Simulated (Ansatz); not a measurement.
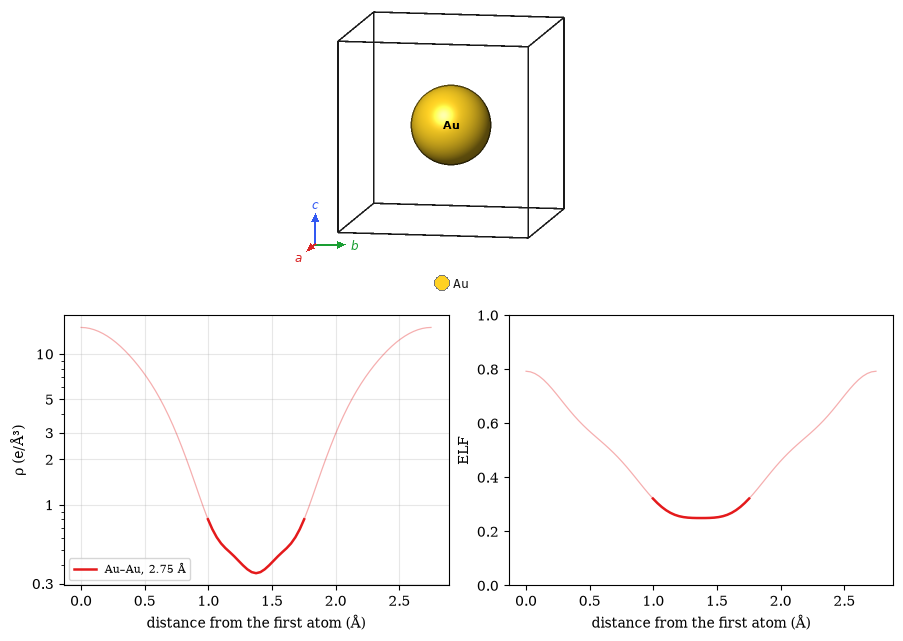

Figure 1: Au. Valence pseudo-density and electron localisation function along straight lines between neighbouring atoms. Thin, pale parts lie inside the atomic spheres. The structure is drawn too.

Space group Pm-3m; a generated structure, not necessarily the stable one; computed pressure about −6 GPa in this cell.

All numbers below come from Kohn-Sham DFT of a periodic cell, PBEsol, Ansatz PAW in Ansatz.

In a PAW calculation such maps are meaningful between the atoms, not at the nuclei.

> What can be read from the curves?

Au–Au (2.75 Å): the density is about 0.35 e/Å³ at the midpoint; the ELF is about 0.25 at the midpoint: no localised pair shows between them.
